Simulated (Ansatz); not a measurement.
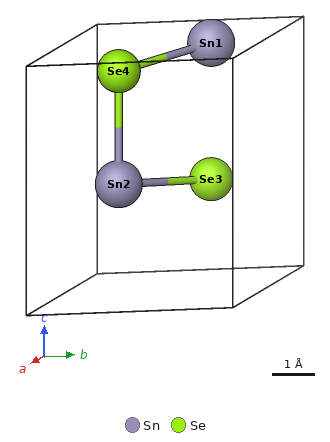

**Figure 1.** The structure (ball-and-stick view of the cell of the calculation, seen slightly off an axis; atoms are numbered from 1 in the order of the input). Near neighbours in the crystal (not all of them lie inside the picture): Sn has 4 Se at 2.80 to 2.94 Å; Se has 4 Sn at 2.80 to 2.94 Å.

**Single-point calculation, with input and output: SnSe (part 1 of 2)**

The run: single-point calculation of SnSe (P6₃mc, 4 atoms in the cell). Method and program: DFT, HSE06, plane waves, PAW, no spin polarisation (Ansatz 0.2.0).

The structure was built on a prototype by a generator. The geometry comes from this level: r2SCAN. Figures and captions count atoms from 1; the log counts them from 0 in places.

## Input
```yaml
crystal:
  lattice:
    - [5.0747781426, 0.0, 0.0]
    - [-2.5373890713, 4.3948867901, 0.0]
    - [0.0, 0.0, 6.1736757435]
  atoms:
    - { symbol: Sn, position: [0.3333333333, 0.6666666667, -0.0391356268] }
    - { symbol: Sn, position: [0.6666666667, 0.3333333333, 0.4608643732] }
    - { symbol: Se, position: [0.3333333333, 0.6666666667, 0.4141356268] }
    - { symbol: Se, position: [0.6666666667, 0.3333333333, 0.9141356268] }
kpoints:
  mp_grid: { grid: [6, 6, 2] }
  band_path:
    path:
      - [0.0, 0.0, 0.0]
      - [0.5, 0.0, 0.0]
      - [0.3333333333, 0.3333333333, 0.0]
      - [0.0, 0.0, 0.5]
      - [0.5, 0.0, 0.5]
      - [0.3333333333, 0.3333333333, 0.5]
      - [0.28125, 0.28125, -0.5]
    npoints: 1
hamiltonian:
  xc: hse06
scf:
  occupations: { method: fixed }
  n_extra_bands: 5
output:
  forces: true
  stress: true
  eigenvalues: true
  write_density: true
  write_potential: true
  elf: true
  volumetric_format: npy
```

Hardware: 4 threads of Arm Neoverse V1, 24 GiB of memory available, shared host.

Command:
```bash
ansatz run input.yaml --threads 4 --pin off --max-ram 5529MiB --backend cpu --events-out ev --progress --plain --runs-dir out
```

## Output
```
Warning: output.stress: scf.convergence.dr2_threshold = 1e-7 eV (the SCF's general default) is looser than the 4e-10 eV advised for a printed stress (1e-10 eV for each atom of the cell: 4). What an SCF threshold leaves in a stress goes as its square root, and in the free energy as the threshold itself, and one threshold admits the most on a small cell: of the crystals measured, under no hybrid functional and no lock of the moments, on runs that ended without the residual-converged pass, on stresses that held no estimate of that error, the worst erred by over 100 MPa in a component at 1e-7 eV an atom and by under 5 at 1e-10. Set scf.convergence.dr2_threshold to 4e-10 eV or tighter. The threshold is an SCF's pass mark: one that does not reach it within its budget of iterations ends unconverged, or closes short of it on a stop that the run arms, and scf.convergence.dr2_threshold's page says what that costs each kind of run
Warning: output.stress: scf.exx.energy_threshold = 1e-6 eV is looser than the 4e-8 eV advised for a stress under a hybrid functional (1e-8 eV for each atom of the cell: 4). Every SCF of the exchange loop can meet its threshold on dr2 while the loop round them stops early: no threshold on dr2 bounds what that leaves in the stress. Set scf.exx.energy_threshold to 4e-8 eV or tighter. The threshold is the loop's pass mark: a loop that does not reach it within its budget of cycles ends unconverged, and scf.exx.energy_threshold's page has the law
scf.n_extra_bands = 5 over 30 filled bands (N_el = 60.0): the run solves 35 bands
Engine: ansatz 0.2.0, aarch64-unknown-linux-gnu
Pseudopotentials: kind: paw
Pseudopotential: Sn, paw, valence charge 14, recommended cutoff 420 eV (normal), Sn.paw.azcp
Pseudopotential: Se, paw, valence charge 16, recommended cutoff 420 eV (normal), Se.paw.azcp
Functional definition: HSE06
  parameter a = 0.25
  parameter omega = 0.11/bohr
  exchange = pbe_x - a*pbe_x_sr(omega) + a*exact_x_sr(omega)
  correlation = pbe_c
davidson cushion auto → on  (no smearing: the cushion is to keep the highest requested band from converging to the state above it; pin scf.eigensolver.cushion to override)
Crystal: 4 atoms, lattice volume = 137.692 Å³
Basis set: ecut = 420 eV, 2715 PW (Γ), exchange–correlation on 72×72×90 points (8 copies of the dense FFT grid, shifted against one another)
Bands: 35, of which v1, the nominal top of the filled ones, is band 30 counted from 1 (29 counted from 0)
Symmetry: 12 space group operations
Space group: P63mc (ITA 186), of the structure as read, at distance tolerance 5.2e-5 Å
k-points: 14 of 72
Non-local potential: Sn, projectors of the file, l = 0: 2, l = 1: 2, l = 2: 2, l = 3: 2
Non-local potential: Se, projectors of the file, l = 0: 2, l = 1: 2, l = 2: 3, l = 3: 1
PAW form: soft (Blöchl's): semilocal exchange-correlation on the pseudo side does not see the compensation charge
PAW frozen core: Sn, regenerated for the run's functional, and the local potential with it (the file was generated under x = pbe(κ = 0.804, μ = 0.2195149727645171), c = pbe(β = 0.06672455060314922))
PAW frozen core: Se, regenerated for the run's functional, and the local potential with it (the file was generated under x = pbe(κ = 0.804, μ = 0.2195149727645171), c = pbe(β = 0.06672455060314922))
PAW one-centre angular grid: Sn, 590 points (default); XC on 64 Gauss nodes
PAW one-centre angular grid: Se, 590 points (default); XC on 64 Gauss nodes
Initial density: superposition of atomic densities (neutral atoms: chi_scale 0, normalization atom), corrected by the library's trained network
Initial wavefunctions: pseudopotential atomic-orbital guess
Functional: x = pbe(κ = 0.804, μ = 0.2195149727645171), c = pbe(β = 0.06672455060314922), warm-up for x = pbe(κ = 0.804, μ = 0.2195149727645171) + 0.25 (exact − pbe) at short range (hse, ω = 0.20786987370883472 Å⁻¹), c = pbe(β = 0.06672455060314922); HSE06 as pw.x's `hse` composes it (authors' and Libxc's form: `xc: wpbeh`)
SCF iter   1: F=—  HF=-22987.573630 eV  |F-HF|=—  |Δ(HF+E_count)|=         —  Δρ=3.17e-3  dr2=1.95e-2  ethr=1.77e-3  ⟨swp⟩=6.7  Hψ=1960  notcnv=0
preconditioner: auto → none  [insulator: Δε(μ)=0.887 eV  Ē_g=16.029 eV  n_scr=22 (ndim 8)  ℏωp=20.0 eV  f_vac=0.167]
SCF iter   2: F=—  HF=-22987.572645 eV  |F-HF|=—  |Δ(HF+E_count)|=   9.85e-4  Δρ=1.39e-3  dr2=2.76e-3  ethr=3.26e-5  ⟨swp⟩=3.6  Hψ=1293  notcnv=0
SCF iter   3: F=—  HF=-22987.572963 eV  |F-HF|=—  |Δ(HF+E_count)|=   3.18e-4  Δρ=6.57e-4  dr2=6.80e-4  ethr=4.60e-6  ⟨swp⟩=3.7  Hψ=1287  notcnv=0
iter 4 solved again at ethr=2.53e-8 eV; its pass at ethr=1.13e-6 eV (dr2=1.52e-5 eV) is discarded
SCF iter   4: F=-22987.573166 eV  HF=-22987.573158 eV  |F-HF|=8.34e-6  |Δ(HF+E_count)|=   1.95e-4  Δρ=1.29e-4  dr2=1.53e-5  ethr=2.53e-8  ⟨swp⟩=4.2  Hψ=3100  notcnv=0
SCF 1 stopped early in 4 iterations: F = -22987.573166 eV  dr2 = 1.53e-5
  greatest PAW one-centre occupation: 1.000 electrons in one spin orbital (limit 2), on the Se atom at site 3 (counted from 0), in its partial waves of l = 2
Initial density: handed on by an earlier stage of this run
Initial wavefunctions: those handed on with the density
Functional: x = pbe(κ = 0.804, μ = 0.2195149727645171) + 0.25 (exact − pbe) at short range (hse, ω = 0.20786987370883472 Å⁻¹), c = pbe(β = 0.06672455060314922); HSE06 as pw.x's `hse` composes it (authors' and Libxc's form: `xc: wpbeh`)
Exchange kernel: α = 0.2500, screened, ω = 0.2079 Å⁻¹, Wigner–Seitz truncation, v(0) = 1026.3749 eV·Å³, q-mesh 6×6×2, nearest image of the exchange supercell L = 12.35 Å, pair-density grid 24×24×30, without the augmentation charges, whose exchange is taken in its separable form by FFT convolution over the k-point mesh (sized by the pseudopotential files, 30×30×45 at the most), smooth part of the exact exchange by density-matrix convolution
Frozen-core exchange: fock
SCF iter   1: F=—  HF=-22998.489710 eV  |F-HF|=—  |Δ(HF+E_count)|=         —  Δρ=4.34e-3  dr2=3.47e-2  ethr=2.55e-7  ⟨swp⟩=9.2  Hψ=2902  notcnv=0
preconditioner: auto → none  [insulator: Δε(μ)=1.248 eV  Ē_g=9.095 eV  n_scr=22 (ndim 8)  ℏωp=14.2 eV  f_vac=0.175]
SCF iter   2: F=—  HF=-22998.471502 eV  |F-HF|=—  |Δ(HF+E_count)|=   1.82e-2  Δρ=2.26e-3  dr2=8.08e-3  ethr=2.55e-7  ⟨swp⟩=5.2  Hψ=2204  notcnv=0
SCF iter   3: F=—  HF=-22998.470119 eV  |F-HF|=—  |Δ(HF+E_count)|=   1.38e-3  Δρ=7.70e-4  dr2=2.31e-3  ethr=2.55e-7  ⟨swp⟩=4.0  Hψ=1934  notcnv=0
SCF iter   4: F=—  HF=-22998.484217 eV  |F-HF|=—  |Δ(HF+E_count)|=   1.41e-2  Δρ=9.14e-4  dr2=1.27e-3  ethr=2.55e-7  ⟨swp⟩=4.9  Hψ=2085  notcnv=0
SCF iter   5: F=—  HF=-22998.483819 eV  |F-HF|=—  |Δ(HF+E_count)|=   3.98e-4  Δρ=3.76e-4  dr2=2.08e-4  ethr=2.55e-7  ⟨swp⟩=3.8  Hψ=1424  notcnv=0
SCF iter   6: F=—  HF=-22998.483728 eV  |F-HF|=—  |Δ(HF+E_count)|=   9.14e-5  Δρ=8.55e-5  dr2=5.04e-5  ethr=2.55e-7  ⟨swp⟩=3.0  Hψ=1353  notcnv=0
SCF iter   7: F=—  HF=-22998.483984 eV  |F-HF|=—  |Δ(HF+E_count)|=   2.56e-4  Δρ=9.93e-5  dr2=2.08e-5  ethr=1.58e-8  ⟨swp⟩=5.0  Hψ=1730  notcnv=0
SCF iter   8: F=-22998.483978 eV  HF=-22998.483978 eV  |F-HF|=1.69e-7  |Δ(HF+E_count)|=   5.95e-6  Δρ=1.57e-5  dr2=2.34e-6  ethr=1.58e-8  ⟨swp⟩=3.0  Hψ=1382  notcnv=0
SCF 2 stopped early in 8 iterations: F = -22998.483978 eV  dr2 = 2.34e-6
  Residual-converged pass: ⟨swp⟩=4.0  Hψ=1513  notcnv=0  max |occ|·‖R‖ = 6.6e-6 eV (tolerance 6.7e-6 eV)  dr2=2.34e-6  dr2_onsite=3.33e-8  max |Δocc| = 0.0e0
hybrid outer 1: dexx = +1.555e-2 eV, tail = 1.80e-4 eV
Exchange kernel: α = 0.2500, screened, ω = 0.2079 Å⁻¹, Wigner–Seitz truncation, v(0) = 1026.3749 eV·Å³, q-mesh 6×6×2, nearest image of the exchange supercell L = 12.35 Å, pair-density grid 24×24×30, without the augmentation charges, whose exchange is taken in its separable form by FFT convolution over the k-point mesh (sized by the pseudopotential files, 30×30×45 at the most), smooth part of the exact exchange by density-matrix convolution
Frozen-core exchange: fock
SCF iter   1: F=—  HF=-22998.483699 eV  |F-HF|=—  |Δ(HF+E_count)|=         —  Δρ=4.71e-5  dr2=2.98e-6  ethr=1.50e-6  ⟨swp⟩=3.3  Hψ=1112  notcnv=0
preconditioner: auto → none  [insulator: Δε(μ)=1.242 eV  Ē_g=9.069 eV  n_scr=22 (ndim 8)  ℏωp=14.2 eV  f_vac=0.176]
SCF iter   2: F=—  HF=-22998.483705 eV  |F-HF|=—  |Δ(HF+E_count)|=   6.05e-6  Δρ=3.38e-5  dr2=1.48e-6  ethr=4.14e-9  ⟨swp⟩=5.0  Hψ=1968  notcnv=0
SCF iter   3: F=—  HF=-22998.483705 eV  |F-HF|=—  |Δ(HF+E_count)|=   3.54e-7  Δρ=1.27e-5  dr2=1.33e-7  ethr=2.10e-9  ⟨swp⟩=3.0  Hψ=1209  notcnv=0
SCF iter   4: F=—  HF=-22998.483706 eV  |F-HF|=—  |Δ(HF+E_count)|=   4.56e-7  Δρ=2.32e-6  dr2=9.46e-9  ethr=1.24e-10  ⟨swp⟩=4.4  Hψ=1644  notcnv=0
SCF iter   5: F=—  HF=-22998.483706 eV  |F-HF|=—  |Δ(HF+E_count)|=   2.84e-9  Δρ=2.99e-7  dr2=5.95e-9  ethr=1.03e-11  ⟨swp⟩=3.1  Hψ=1448  notcnv=0
SCF iter   6: F=—  HF=-22998.483706 eV  |F-HF|=—  |Δ(HF+E_count)|=   3.59e-8  Δρ=4.08e-7  dr2=4.12e-9  ethr=1.12e-12 (applied; sched 1.00e-12)  ⟨swp⟩=5.3  Hψ=1477  notcnv=0
SCF iter   7: F=-22998.483706 eV  HF=-22998.483706 eV  |F-HF|=1.09e-11  |Δ(HF+E_count)|=   8.08e-9  Δρ=1.40e-7  dr2=3.11e-11  ethr=1.00e-12  ⟨swp⟩=5.1  Hψ=1165  notcnv=0
SCF 3 converged in 7 iterations: F = -22998.483706 eV  dr2 = 3.11e-11
  Residual-converged pass: ⟨swp⟩=3.0  Hψ=1219  notcnv=0  max |occ|·‖R‖ = 6.3e-7 eV (tolerance 6.3e-7 eV)  dr2=2.90e-11  dr2_onsite=1.56e-12  max |Δocc| = 0.0e0
  greatest PAW one-centre occupation: 1.000 electrons in one spin orbital (limit 2), on the Se atom at site 2 (counted from 0), in its partial waves of l = 2
hybrid outer 2: dexx = +2.767e-6 eV, tail = 8.21e-8 eV, Δε = 3.11e-3 eV (about 1.37e-4 eV left of the loop's levels), ΔF = 6.38e-3 eV/Å (tail 1.18e-3)
Exchange kernel: α = 0.2500, screened, ω = 0.2079 Å⁻¹, Wigner–Seitz truncation, v(0) = 1026.3749 eV·Å³, q-mesh 6×6×2, nearest image of the exchange supercell L = 12.35 Å, pair-density grid 24×24×30, without the augmentation charges, whose exchange is taken in its separable form by FFT convolution over the k-point mesh (sized by the pseudopotential files, 30×30×45 at the most), smooth part of the exact exchange by density-matrix convolution
Frozen-core exchange: fock
SCF iter   1: F=—  HF=-22998.483705 eV  |F-HF|=—  |Δ(HF+E_count)|=         —  Δρ=1.29e-6  dr2=4.06e-9  ethr=6.84e-10  ⟨swp⟩=4.5  Hψ=1233  notcnv=0
preconditioner: auto → none  [insulator: Δε(μ)=1.243 eV  Ē_g=9.069 eV  n_scr=22 (ndim 8)  ℏωp=14.2 eV  f_vac=0.176]
SCF iter   2: F=-22998.483705 eV  HF=-22998.483705 eV  |F-HF|=1.82e-10  |Δ(HF+E_count)|=   4.93e-9  Δρ=7.24e-7  dr2=4.42e-10  ethr=5.92e-12  ⟨swp⟩=4.4  Hψ=1814  notcnv=0  defer=1
SCF 4 converged in 2 iterations: F = -22998.483705 eV  dr2 = 4.42e-10
  Residual-converged pass: ⟨swp⟩=2.1  Hψ=874  notcnv=0  max |occ|·‖R‖ = 1.3e-6 eV (tolerance 1.5e-6 eV)  dr2=4.42e-10  dr2_onsite=9.58e-11  max |Δocc| = 0.0e0
```

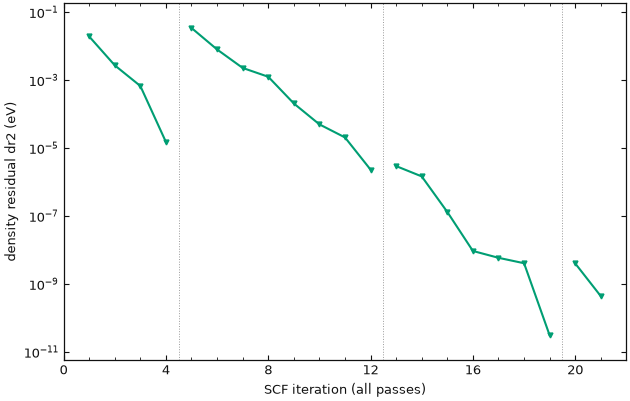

**Figure 2.** Convergence of the self-consistent field: density residual dr2 against the SCF iteration. The run starts with a semilocal functional; after that each stretch between dotted lines is one SCF of the hybrid functional between two exact rebuilds of the exchange operator by the outer loop. Early passes are stopped at a loose threshold. The passes take 4, 8, 7 and 2 iterations.

```
hybrid outer 3: dexx = +2.884e-9 eV, tail = 1.17e-9 eV, Δε = 9.30e-5 eV (about 1.59e-5 eV left of the loop's levels), ΔF = 1.53e-4 eV/Å (tail 8.56e-5)
NSCF: frozen V_eff on 7 k-points
hybrid SCF converged: 3 outer / 17 inner (+4 warm-up), last move |dexx| = 2.88e-9 eV, tail = 1.17e-9 eV
Stability not checked: this state was not tested for a lower state beside it, because the functional holds exact exchange (a hybrid, or Hartree-Fock), whose exchange loop this test does not read (fock_operator; see scf.lower_state_search)
Free energy (F): -22998.483705 eV
Frozen-core exchange: fock
Harris-Foulkes:  -22998.483705 eV  (|F-HF|=1.82e-10)
Internal energy: -22998.483705 eV  (E = F + TS)
E sigma→0 (E₀):  -22998.483705 eV
Fermi energy:    6.323028 eV
--- Per-component energies (eV) ---
  E_band       = -1258.021772
  E_kinetic    = 603.752282
  E_local      = -8007.902167  (includes V_loc(G=0)·N_el)
  E_nonlocal   = -1260.855093
  E_hartree    = 4102.626271
  E_xc         = -769.331043
  E_vxc        = -311.302543  (∫ρ·V_xc dr)
  E_exx        = -208.429151  (= α·E_x^exact, valence–valence)
  E_paw        = -12091.670741  (= ΣΔE_a)
  E_vpaw       = -70.107731  (= ΣTr[D̂ρ^β])
  E_aug_tail   = -0.001186  (compensation charges beyond the density's cutoff)
  E_ewald      = -5365.048662
  E_core_change = -1.624214  (= ΣΔE_core)
  E_smearing   = -0.000000  (= −TS)
  E_closure    = -0.000000  (closes the sum)
  Σ components = -22998.483705   (vs F -22998.483705, Δ=3.64e-12)
--- Forces (eV/Å), atoms counted from 1 ---
  atom   1  Sn     0.00000000     0.00000000     0.18319870
  atom   2  Sn    -0.00000000    -0.00000000     0.18319870
  atom   3  Se     0.00000000     0.00000000    -0.18320864
  atom   4  Se     0.00000000    -0.00000000    -0.18320864
  max |Σ_I F_I| component: 1.99e-5 eV/Å
--- Stress (GPa, compression-positive) ---
       -0.307317      -0.000000       0.000000
        0.000000      -0.307317       0.000000
       -0.000000      -0.000000       2.881058
  P = ⅓ Tr σ = 0.7555 GPa (7.555 kbar)
--- Band table (eV; the first three rows and the last of 14) ---
  k-point 0: bands = ["-45.3138", "-45.3138", "-45.3137", "-45.3137", "-45.2996", "-45.2996", "-45.2994", "-45.2994", "-45.2993", "-45.2993", "-17.7213", "-17.6976", "-17.6948", "-17.6948", "-17.6941", "-17.6941", "-17.6858", "-17.6858", "-17.6736", "-17.6736", "-8.7511", "-7.6124", "-0.9543", "0.7117", "1.3454", "2.2271", "2.2271", "3.5874", "3.5874", "3.6321", "7.7537", "7.7537", "9.4421", "9.4421", "11.0943"]
  k-point 1: bands = ["-45.3138", "-45.3138", "-45.3138", "-45.3138", "-45.2995", "-45.2995", "-45.2994", "-45.2994", "-45.2994", "-45.2994", "-17.7085", "-17.7085", "-17.6964", "-17.6964", "-17.6964", "-17.6964", "-17.6778", "-17.6778", "-17.6778", "-17.6778", "-8.2378", "-8.2378", "-0.7947", "-0.7947", "2.8613", "2.8613", "2.8613", "2.8613", "4.3835", "4.3835", "8.2475", "8.2475", "8.2475", "8.2475", "8.8310"]
```
